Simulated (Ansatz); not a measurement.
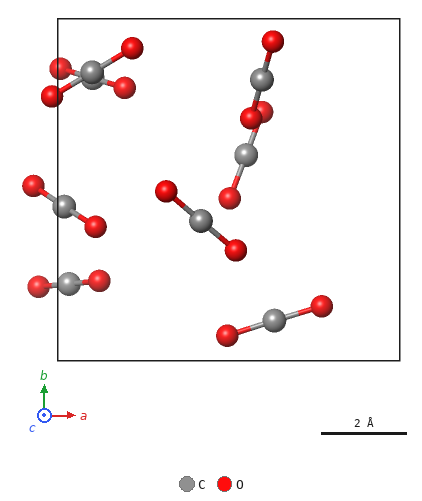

Starting frame of a dynamics run of a periodic cell with 8 CO2 at 1.107 g/cm³. The picture is a ball-and-stick view of the simulation cell, seen along the c axis.

All numbers below come from DFT PBE-D3(BJ), scalar-relativistic, plane waves, PAW (Ansatz 0.2.0).

The input:
```yaml
crystal:
  lattice:
    - [8.08248, 0.0, 0.0]
    - [0.0, 8.08248, 0.0]
    - [0.0, 0.0, 8.08248]
  atoms:
    - { symbol: C, position: [0.59313903, 0.81804297, 0.91002869] }
    - { symbol: O, position: [0.62514421, 0.92962469, 0.99624044] }
    - { symbol: O, position: [0.56165838, 0.70503697, 0.82453051] }
    - { symbol: C, position: [1.01501213, 0.44691737, 0.60825956] }
    - { symbol: O, position: [0.92497243, 0.50733819, 0.5119755] }
    - { symbol: O, position: [1.10661234, 0.38789112, 0.70312193] }
    - { symbol: C, position: [0.02867266, 0.22081361, 0.17025539] }
    - { symbol: O, position: [0.11766042, 0.22971518, 0.28465332] }
    - { symbol: O, position: [-0.0597551, 0.21256104, 0.05586048] }
    - { symbol: C, position: [0.6293463, 0.11368812, 0.60545521] }
    - { symbol: O, position: [0.49178664, 0.06956886, 0.61208465] }
    - { symbol: O, position: [0.76797103, 0.15545053, 0.59897758] }
    - { symbol: C, position: [0.54693102, 0.5975346, 0.43666995] }
    - { symbol: O, position: [0.59348296, 0.72348799, 0.38050988] }
    - { symbol: O, position: [0.49894479, 0.47092636, 0.49017384] }
    - { symbol: C, position: [0.0980944, 0.82248293, 0.39122957] }
    - { symbol: O, position: [0.1918483, 0.79403735, 0.49857505] }
    - { symbol: O, position: [0.00424793, 0.85013154, 0.28382608] }
    - { symbol: C, position: [0.41468143, 0.40496075, -0.01384669] }
    - { symbol: O, position: [0.31336956, 0.49144796, 0.04460968] }
    - { symbol: O, position: [0.51698299, 0.31878604, -0.06964778] }
    - { symbol: C, position: [0.09665383, 0.83957436, 0.89184098] }
    - { symbol: O, position: [-0.0207065, 0.76902829, 0.84482739] }
    - { symbol: O, position: [0.21391402, 0.90999351, 0.93877579] }
basis:
  ecutwfc: 420.0
kpoints:
  mp_grid: { grid: [1, 1, 1] }
hamiltonian:
  xc: pbe
  dispersion: d3bj
scf:
  occupations: { method: fermi_dirac, width: 0.05 }
  lower_state_search: "off"
md:
  timestep: 1.5
  n_steps: 50
  ensemble: nvt_langevin
  temperature: 1500.0
  initial_velocities: maxwell_boltzmann
  seed: 763983
  friction: 0.02
```

Launched with:
```bash
ansatz run input.yaml --threads 1 --pin off --max-ram 3072MiB --backend cpu --events-out ev --progress --plain --runs-dir out
```

Question: What does the trajectory do?

Answer: The mean temperature in the second half is 1381 K (standard deviation 104 K). The potential energy in the second half lies on average 107 meV per atom above the first frame. In the second half of the run the atoms are, in the root-mean-square, this far from where they began (common drift taken out): O 0.56 Å, C 0.34 Å. The heavy atoms stay within a fraction of a molecule's size of their starting places; so short a run doesn't tell a liquid from a solid.

Along the run (each row but the first and the last is the mean over the interval that it begins):

| time (fs) | potential energy (meV/atom) | T (K) |
| --- | --- | --- |
| 0.0 | 0.0 | 1438 |
| 12.0 | 74.6 | 1148 |
| 24.0 | 77.5 | 1401 |
| 36.0 | 110.1 | 1317 |
| 48.0 | 92.4 | 1389 |
| 60.0 | 112.4 | 1372 |
| 72.0 | 112.2 | 1531 |

The paths of the atoms:

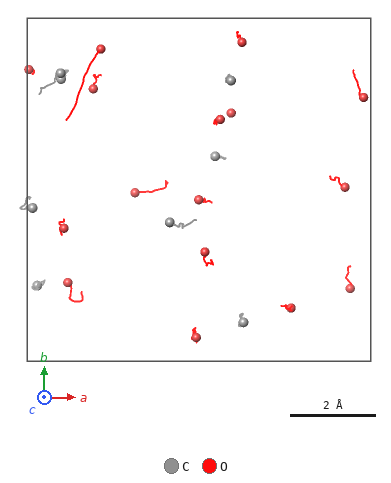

Limits of the set-up: the periodic images lie only 8.1 Å apart, so the values are limited by the cell's size.

The run took 12 min on 1 thread of Intel(R) Xeon(R) Processor @ 2.50GHz (Skylake/Cascade Lake) (shared host), peak memory 0.54 GiB.
